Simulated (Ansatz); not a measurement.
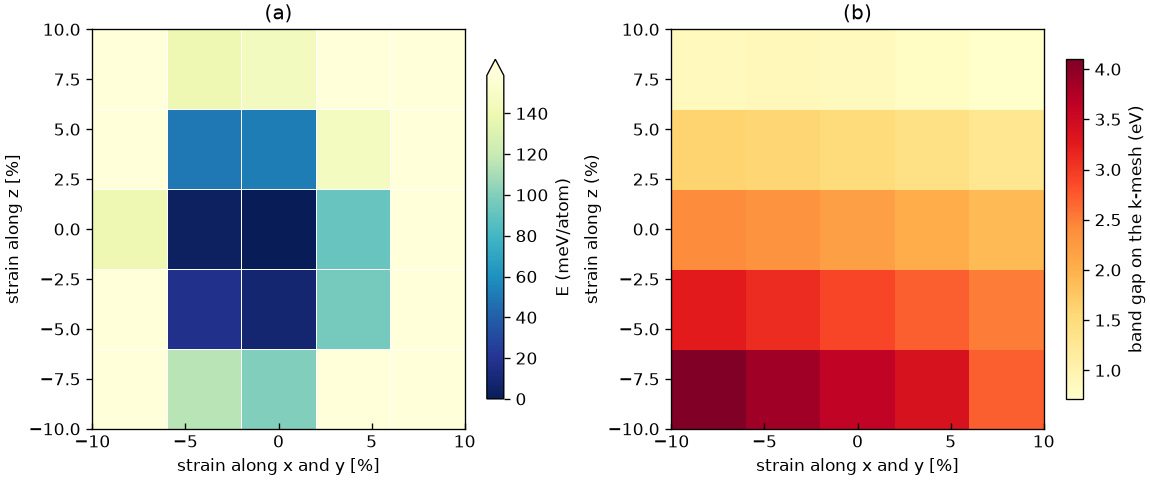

Al₂O₃ (P-3m1, No. 164; 5 atoms in the cell). The cell is strained homogeneously, by one strain along x and y and another along z, with fractional coordinates fixed (x along [1 0 0], z along [0 0 1] of the conventional cell). Coordinates scanned: (1) strain along x and y; (2) strain along z. The grid has 5 × 5 points. Points are written as (first, second). All energies are given in meV/atom relative to the lowest grid point. The reference cell is the one listed in the database, not relaxed at this level. Theory: DFT LDA, scalar-relativistic, plane waves, PAW in Ansatz. Settings: cutoff 420 eV, k-mesh 12×12×4 in the order of the run's cell vectors, gaussian smearing 0.05 eV, no spin polarisation.

Panel (a) is the energy; panel (b) is the computed band gap on the k-mesh, in eV.

The picture shows one coloured cell a grid point, one colour for all values above the top of the scale.

Question: How does the band gap on the k-mesh vary over the map, and what is it at the lowest grid point?

Answer: It runs from 0.72 eV at (8 %, 8 %) to 4.10 eV at (−8 %, −8 %). At the lowest grid point, (0 %, 0 %), it is 2.20 eV.

```csv
"strain along z ↓, strain along x and y →",−8,−4,0,4,8
8,0.86,0.90,0.86,0.80,0.72
4,1.61,1.59,1.51,1.41,1.29
0,2.42,2.33,2.20,2.05,1.89
−4,3.25,3.09,2.91,2.71,2.51
−8,4.10,3.87,3.62,3.38,2.72
```
